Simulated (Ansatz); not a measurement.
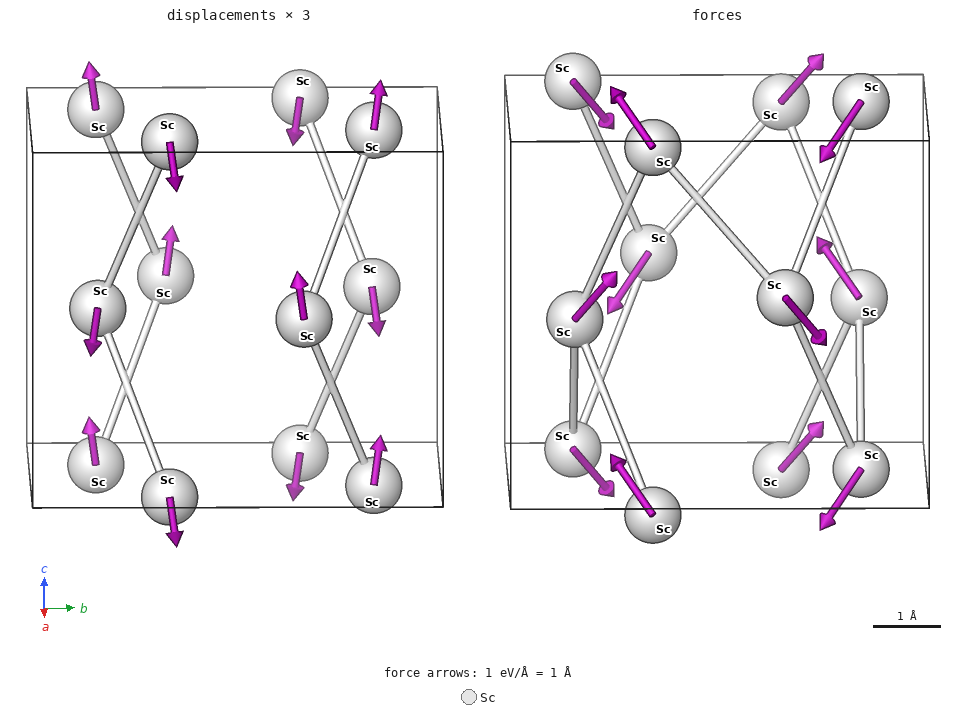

Left: a symmetric starting cell of Sc, with purple arrows for the displacements applied to it (without the part that the change of the cell carries along). Right: the displaced structure with the computed forces. Besides, the cell is strained by +3.5 % along c and +2.0 % across it (volume +7.7 %). Style: ball-and-stick. Shown: the conventional cell (2 times the calculation's cell), from a free direction. Lengths and directions refer to the drawn axes.

These are results of DFT PBEsol, scalar-relativistic, plane waves, PAW in Ansatz 0.2.0, not measurements. Set-up: plane-wave cutoff 420 eV; k-point mesh 10 × 10 × 10; occupations gaussian; smearing width 0.1 eV; no spin polarisation.

Question: Where do the forces point?

Answer: Atoms are displaced by 0.26 Å relative to the cell. No relaxation follows. The starting cell wasn't computed here and needn't be at equilibrium, so pressure and forces aren't due to the change alone. Near-neighbour distances before and after: Sc–Sc 3.378 → 3.037 Å, Sc–Sc 3.098 → 3.245 Å, Sc–Sc 2.860 → 2.816 Å. The space group (tolerance 0.01 Å) goes from I4/mcm (No. 140) to I-42m (No. 121). The pressure is −2.9 GPa (not all of it need come from the change, since the unchanged cell can be under pressure at this level too). The principal stresses (compression positive) are −3.1 GPa along c and −2.8 GPa across it. The largest forces, 1.2 eV/Å, act on 4 Sc atoms of the calculation's cell. The forces mostly point back along the displacements (cosine −0.81).
